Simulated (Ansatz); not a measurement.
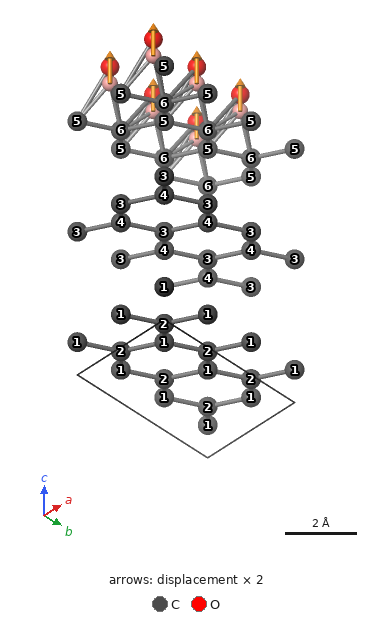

A constrained relaxation of a slab of composition C₆O (cut from the P6_3/mmc phase). The starting structure is drawn faded, the final one solid; orange arrows show the displacements, 2 times their true length.

A ball-and-stick model of the 2 × 3 repeat of the cell, outlined in the plane, without the vacuum, seen from a free direction.

Case: O over the place (2/4, 1/4) of the surface cell, its height relaxed. The slab is the (0 0 1) face of C with O on it. 6 atoms are held fixed.

All numbers below come from DFT PBE+D3(BJ), scalar-relativistic, plane waves, PAW in Ansatz 0.2.0. Set-up: plane-wave cutoff 420 eV; k-point mesh 12 × 12 × 1; occupations gaussian; smearing width 0.1 eV; no spin polarisation; dipole correction; atoms relaxed in a fixed cell; force threshold 0.02 eV/Å; at most 25 steps.

> Which element moves most?

Oxygen: up to 0.50 Å, against 0.00 Å for carbon.

> What did the optimiser do to the structure, and how much energy did it gain?

Over 5 geometry steps the energy falls by 3.338 eV per cell of the calculation. Largest force component: 16 eV/Å at the start, 0.011 eV/Å at the end. The O atom moves most: 0.50 Å along the normal (+c). C stays in place. The lattice vectors keep their values. Among the contacts that change: C–O 1.422 → 1.796 Å, C–O 1.590 → 1.932 Å. Among the angles between lasting bonds that change: C–C–O 138.6° → 126.5°, C–C–O 68.0° → 72.7°. Cost: 110 s on 1 thread of AMD EPYC 7R43 64-Core Processor (Zen 3), on a shared host, peak memory 0.45 GiB.

Limits of the set-up: the periodic images lie only 2.5 Å apart, so the values are limited by the cell's size.
